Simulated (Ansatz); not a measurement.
Run report: Al3Cu2, geometry relaxation (part 2 of 2)

The same run, continued: Al3Cu2 (P-3m1, 5 atoms in the cell); DFT PBEsol, scalar-relativistic, plane waves, PAW, no spin polarisation (Ansatz 0.2.0); cutoff 420 eV, 12×12×8 k-mesh, Gaussian smearing of 0.1 eV. The structure derives from a Materials Project entry.

Geometry of the input (Å; fractional positions):
```
4.0920  0.0000  0.0000
-2.0460  3.5437  0.0000
0.0000  0.0000  4.9928
Al 0.0000  0.0000  0.0000
Al 0.3333  0.6667  0.3499
Al 0.6667  0.3333  0.6501
Cu 0.3333  0.6667  0.8395
Cu 0.6667  0.3333  0.1605
```

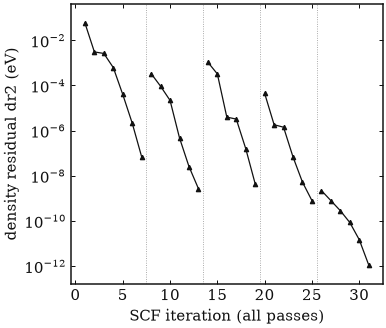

Convergence of the self-consistent field: density residual dr2 against the SCF iteration. The dotted lines part the SCF passes of the relaxation: geometry steps, rejected trials and re-solves on a re-selected basis. The 5 passes take 6 to 7 iterations each, 31 in all.

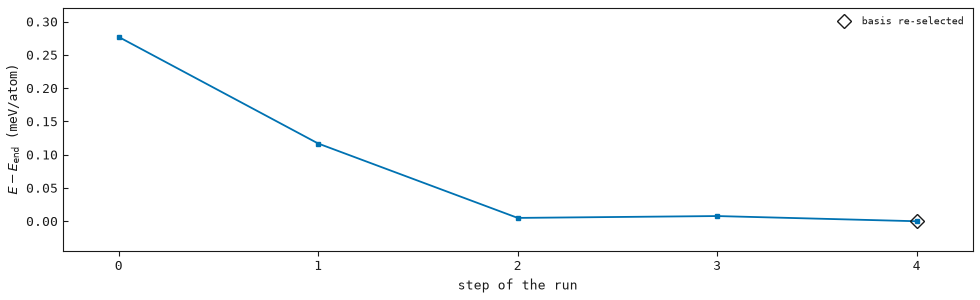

Progress of the relaxation, step by step (the first geometry is step 0 here and step 1 in the log). After 3 geometry steps the energy has fallen by 0.3 meV per atom. Largest force component: 0.062 eV/Å at the start, 0.0025 eV/Å at the end. The pressure goes from 0.13 to −0.03 GPa. The largest moves relative to the cell, 0.014 Å, are those of Cu4 and Cu5. By element the largest moves are Cu 0.014 Å, Al 0.008 Å. A last SCF at the same geometry on a re-selected plane-wave basis shifts the energy by next to nothing (0.0 meV per atom). (Atoms are counted from 1 in the order of the input.)

```
basis re-selected at this cell: Δ(F+E_penalty+E_count) = -3.857e-5 eV, ΔP = +0.000 GPa vs the last step (what re-selecting the basis moved, of the pressure what is left beyond the Pulay correction that the steps carried, after the strain that the cell walked since its last selection, with what the two solves' SCF thresholds leave and, on support functions, any second-order correction that the steps lacked; it is no measure of the basis error at this ecutwfc). This SCF's stress stands 3.94e-2 GPa from its target on what of the cell is left free (relax.cell.stress_tol is 5.00e-2 GPa) and its largest allowed force component is 2.53e-3 eV/Å (relax.f_tol is 1.00e-2 eV/Å): within both
SCF converged after 6 iterations
Free energy (F): -14752.041657 eV
Harris-Foulkes:  -14752.041657 eV  (|F-HF|=1.82e-12)
Internal energy: -14752.034792 eV  (E = F + TS)
E sigma→0 (E₀):  -14752.038225 eV
Entropy (-TS):   -0.006864 eV (-1.373 meV/atom)
Fermi energy:    11.267055 eV
--- Per-component energies (eV) ---
  E_band       = -932.196380
  E_kinetic    = 672.039973
  E_local      = -11633.543681  (includes V_loc(G=0)·N_el)
  E_nonlocal   = 803.086476
  E_hartree    = 5221.292845
  E_xc         = -299.330044
  E_vxc        = -322.392596  (∫ρ·V_xc dr)
  E_paw        = -4608.241646  (= ΣΔE_a)
  E_vpaw       = -893.972861  (= ΣTr[D̂ρ^β])
  E_aug_tail   = 0.000504  (compensation charges beyond the density's cutoff)
  E_ewald      = -4907.809041
  E_core_change = 0.469821  (= ΣΔE_core)
  E_smearing   = -0.006864  (= −TS)
  E_closure    = 0.000000  (closes the sum)
  Σ components = -14752.041657   (vs F -14752.041657, Δ=0.00e0)
--- Forces (eV/Å), atoms counted from 1 ---
  atom   1  Al     0.00000000    -0.00000000     0.00000000
  atom   2  Al    -0.00000000     0.00000000    -0.00252918
  atom   3  Al     0.00000000    -0.00000000     0.00252918
  atom   4  Cu     0.00000000     0.00000000     0.00029623
  atom   5  Cu    -0.00000000    -0.00000000    -0.00029623
  max |Σ_I F_I| component: 6.94e-18 eV/Å
--- Stress (GPa, compression-positive) ---
       -0.020940       0.000000      -0.000000
        0.000000      -0.020940      -0.000000
        0.000000      -0.000000      -0.039435
  P = ⅓ Tr σ = -0.0271 GPa (-0.271 kbar)
--- Band table (eV; the first three rows and the last of 131) ---
  k-point 0: bands = ["-102.7350", "-102.7336", "-60.2526", "-60.2466", "-60.2414", "-60.2414", "-60.2344", "-60.2344", "-0.0293", "4.8282", "5.3462", "5.9103", "5.9103", "6.2711", "6.2711", "6.7837", "6.7837", "7.1678", "7.1678", "7.6262", "7.6352", "11.0520", "11.0520", "12.6040", "12.6040", "13.7480", "14.1184", "16.5868", "16.5915"]
  k-point 1: bands = ["-102.7350", "-102.7336", "-60.2526", "-60.2466", "-60.2414", "-60.2414", "-60.2344", "-60.2344", "0.0596", "4.2508", "5.5745", "5.8973", "5.8973", "6.2630", "6.2630", "6.8049", "6.8049", "7.1284", "7.1676", "7.1676", "8.6591", "11.1534", "11.1534", "12.6540", "12.6540", "13.7697", "14.1714", "15.7546", "15.7546"]
  k-point 2: bands = ["-102.7350", "-102.7336", "-60.2526", "-60.2467", "-60.2414", "-60.2414", "-60.2344", "-60.2344", "0.3197", "3.3381", "5.7455", "5.8683", "5.8683", "6.2421", "6.2421", "6.8608", "6.8608", "6.9455", "7.1613", "7.1613", "10.1020", "11.4511", "11.4511", "12.7861", "12.7861", "13.8327", "14.3183", "14.7103", "14.7103"]
  k-point 130: bands = ["-102.7343", "-102.7343", "-60.2510", "-60.2510", "-60.2424", "-60.2366", "-60.2366", "-60.2335", "4.4284", "4.5549", "4.5549", "4.9629", "4.9629", "5.7978", "6.4780", "6.4780", "6.5004", "6.8683", "7.1294", "7.1294", "7.4304", "7.4902", "7.4902", "8.8534", "15.9805", "16.3929", "16.3929", "17.2978", "17.2978"]
--- Relaxed structure (4 steps of the walk, 4 accepted, 1 SCFs on fresh bases) ---
  F+E_penalty+E_count = -14752.04165674 eV   max|allowed force component| = 2.529e-3 eV/Å   (the final SCF, on the basis selected at the relaxed cell)
  cell:  # Å, volume = 72.4788 Å³
    - [4.098585604228879, 1.4063280709631158e-33, -1.5671377018574881e-19]
    - [-2.0492928021144396, 3.549479252847402, 7.835688509287397e-20]
    - [-1.9121369049094065e-19, 9.228507783958897e-34, 4.9821008409924]
  atoms:
    - { symbol: Al, position: [1.3268219326089186e-34, -2.7173736899441626e-36, -3.4744649827496007e-20] }
    - { symbol: Al, position: [0.3333333333333333, 0.6666666666666666, 0.35150598833372426] }
    - { symbol: Al, position: [0.6666666666666666, 0.3333333333333333, 0.6484940116662757] }
    - { symbol: Cu, position: [0.3333333333333333, 0.6666666666666666, 0.8422899946895691] }
    - { symbol: Cu, position: [0.6666666666666666, 0.3333333333333333, 0.15771000531043097] }
```

## Trajectory as extended XYZ (Å, eV, eV/Å), 5 frames, from step=1 to step=5
```
5
Lattice="4.0920 0.0000 0.0000 -2.0460 3.5437 0.0000 0.0000 0.0000 4.9928" Properties=species:S:1:pos:R:3:forces:R:3 step=1 energy=-14752.04027 pressure_GPa=0.13
Al    0.0000    0.0000    0.0000    0.0000   0.0000   0.0000
Al    0.0000    2.3625    1.7471    0.0000   0.0000   0.0272
Al    2.0460    1.1812    3.2457    0.0000   0.0000  -0.0272
Cu    0.0000    2.3625    4.1915    0.0000   0.0000   0.0621
Cu    2.0460    1.1812    0.8013    0.0000   0.0000  -0.0621
5
Lattice="4.0950 0.0000 0.0000 -2.0475 3.5464 0.0000 0.0000 0.0000 4.9888" Properties=species:S:1:pos:R:3:forces:R:3 step=2 energy=-14752.04107 pressure_GPa=0.04
Al    0.0000    0.0000    0.0000    0.0000   0.0000   0.0000
Al    0.0000    2.3643    1.7488    0.0000   0.0000   0.0112
Al    2.0475    1.1821    3.2400    0.0000   0.0000  -0.0112
Cu    0.0000    2.3643    4.1927    0.0000   0.0000   0.0447
Cu    2.0475    1.1821    0.7960    0.0000   0.0000  -0.0447
5
Lattice="4.0978 0.0000 0.0000 -2.0489 3.5488 0.0000 0.0000 0.0000 4.9804" Properties=species:S:1:pos:R:3:forces:R:3 step=3 energy=-14752.04163 pressure_GPa=0.06
Al    0.0000    0.0000    0.0000    0.0000   0.0000   0.0000
Al    0.0000    2.3659    1.7502    0.0000   0.0000   0.0052
Al    2.0489    1.1829    3.2302    0.0000   0.0000  -0.0052
Cu    0.0000    2.3659    4.1954    0.0000   0.0000  -0.0049
Cu    2.0489    1.1829    0.7850    0.0000   0.0000   0.0049
5
Lattice="4.0986 0.0000 0.0000 -2.0493 3.5495 0.0000 0.0000 0.0000 4.9821" Properties=species:S:1:pos:R:3:forces:R:3 step=4 energy=-14752.04162 pressure_GPa=-0.03
Al    0.0000    0.0000    0.0000    0.0000   0.0000   0.0000
Al    0.0000    2.3663    1.7512    0.0000   0.0000  -0.0025
Al    2.0493    1.1832    3.2309    0.0000   0.0000   0.0025
Cu    0.0000    2.3663    4.1964    0.0000   0.0000   0.0003
Cu    2.0493    1.1832    0.7857    0.0000   0.0000  -0.0003
5
Lattice="4.0986 0.0000 0.0000 -2.0493 3.5495 0.0000 0.0000 0.0000 4.9821" Properties=species:S:1:pos:R:3:forces:R:3 step=5 energy=-14752.04166 pressure_GPa=-0.03
Al    0.0000    0.0000    0.0000    0.0000   0.0000   0.0000
Al    0.0000    2.3663    1.7512    0.0000   0.0000  -0.0025
Al    2.0493    1.1832    3.2309    0.0000   0.0000   0.0025
Cu    0.0000    2.3663    4.1964    0.0000   0.0000   0.0003
Cu    2.0493    1.1832    0.7857    0.0000   0.0000  -0.0003
```
